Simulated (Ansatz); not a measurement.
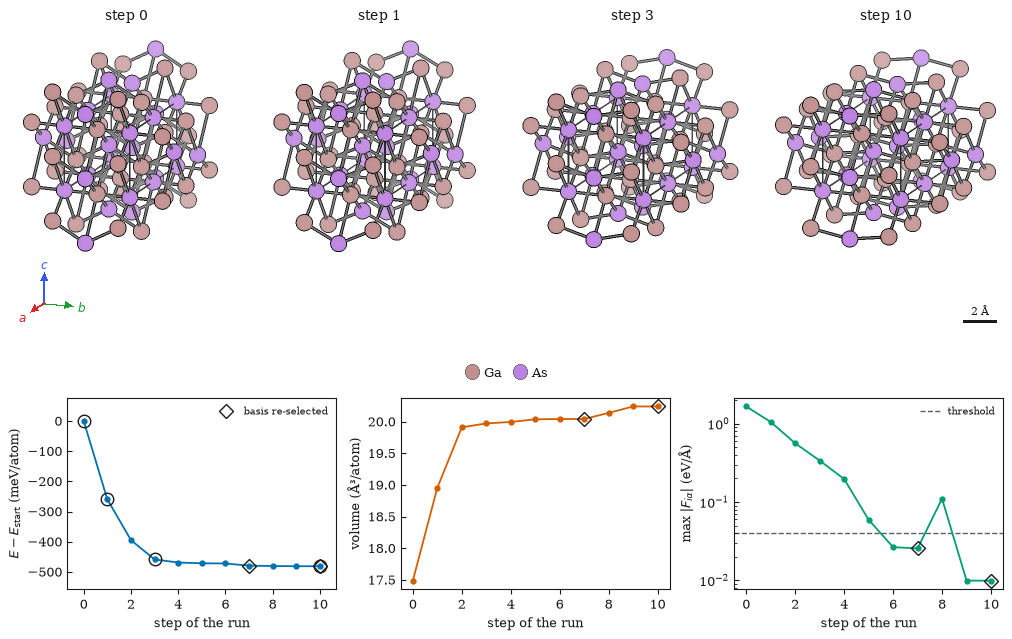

Frames of a relaxation of solid GaAs (a generated structure, set up in Pmma) (coarse preliminary run), marked on the history of the run. The picture is a ball-and-stick view of the cell of the calculation, seen slightly off an axis.

Level of theory: DFT PBE, scalar-relativistic, plane waves, PAW (Ansatz). Set-up: plane-wave cutoff 420 eV; k-point mesh 2 × 4 × 4; occupations gaussian; smearing width 0.1 eV; no spin polarisation; cell and atoms relaxed; force threshold 0.04 eV/Å; at most 70 steps.

> Describe the path.

The largest moves relative to the cell, 0.49 Å, are those of Ga atoms. Largest moves by element: Ga 0.49 Å, As 0.23 Å. Cell: a 7.695 → 7.812 Å (+1.5 %), b 4.382 → 5.231 Å (+19.4 %), c 4.149 → 3.962 Å (−4.5 %). Volume +15.7 %. Near-neighbour distances that change, for instance: As–Ga 3.294 → 2.840 Å, As–Ga 2.191 → 2.616 Å, As–As 3.267 → 3.654 Å, As–Ga 2.424 → 2.725 Å. Bond angles that change, for instance: As–Ga–As 122.6° → 161.8°, Ga–As–Ga 122.6° → 161.8°, As–Ga–As 105.1° → 91.6°. The space group stays Pmma (No. 51). The energy falls by 481 meV per atom in 8 accepted moves (10 points after the start). Largest force component: 1.7 eV/Å at the start, 0.0099 eV/Å at the end. The pressure goes from 25.30 to 0.02 GPa. At 2 points the geometry stayed and the basis and grid were re-selected for the new cell (energy shift of 7.2 meV per atom at most each time). Cost: 3 min on 1 thread of Intel(R) Xeon(R) Processor @ 2.70GHz, with other jobs on the host, peak memory 0.54 GiB. From step 0 to 1: As atoms move most (0.07 Å), volume +8.4 %, energy −260 meV per atom. From step 1 to 3: Ga atoms move most (0.21 Å), volume +5.4 %, energy −199 meV per atom. From step 3 to 10: Ga atoms move most (0.24 Å), volume +1.3 %, energy −22.5 meV per atom.

```tsv
step	E − E(0), meV/atom	largest force component, eV/Å	pressure, GPa	volume, Å³/atom	note
0	0.00	1.6606	25.30	17.486	
1	-259.71	1.0533	12.19	18.954	
2	-394.75	0.5624	4.73	19.910	
3	-458.83	0.3381	1.31	19.971	
4	-469.08	0.1965	0.26	19.994	
5	-471.62	0.0593	0.12	20.036	
6	-472.25	0.0265	0.09	20.041	
7	-479.43	0.0255	0.63	20.041	same geometry, new basis
8	-480.66	0.1104	0.49	20.138	
9	-481.32	0.0099	0.02	20.239	
10	-481.36	0.0099	0.02	20.239	same geometry, new basis
```

Limits of the set-up: the k-point mesh is coarse for a cell with partly filled bands.
